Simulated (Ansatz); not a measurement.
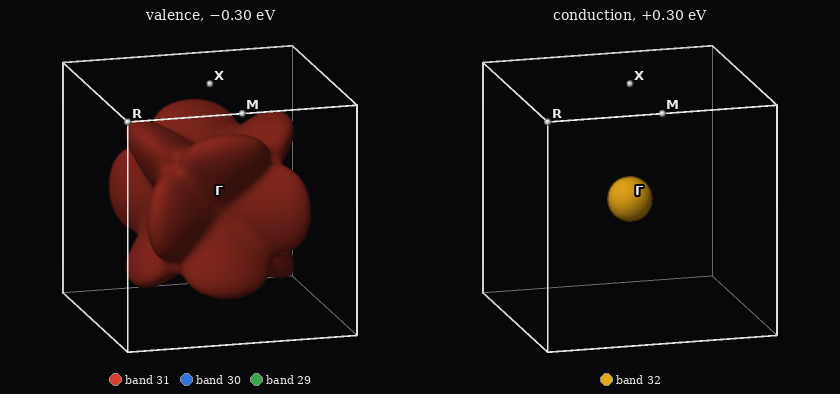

AlGa$_{3}$N$_{4}$ (space group P-43m, No. 215): constant-energy surfaces at both band edges (energies from each edge).

Level of theory: DFT PBEsol, scalar-relativistic, plane waves, PAW; levels and slopes on a dense k mesh at the converged density in Ansatz 0.2.0. No spin polarisation. The levels come from a k mesh of 24×24×24 points. The geometry was not relaxed. The cell comes from a database of computed structures, not from a measurement.

Masses come from a second pass at points close to the extrema; at the energies drawn a band may no longer be parabolic.

### What kind of gap has this crystal, and what size does the calculation give?

The gap is direct, 2.28 eV at this level of theory (semilocal functionals give gaps that are too small, and can reorder valleys that lie close).

### Give the valleys and their effective masses.

Valence band (extrema up to 0.30 eV from the edge): one maximum at Γ, three bands meeting there, with masses of 0.21 and 1.13 mₑ among them, each the same along x, y and z. Band 31 forms the valence edge; band 30 meets it there and band 29 meets it there.
Conduction band (extrema up to 0.30 eV from the edge): one minimum at Γ, mass 0.20 mₑ in all directions. Band 32 forms the conduction edge.

Where one band's surface lies inside another's, the outer one hides all or part of it.

Spin-orbit coupling, left out here, can split bands that meet at an edge and change their masses.
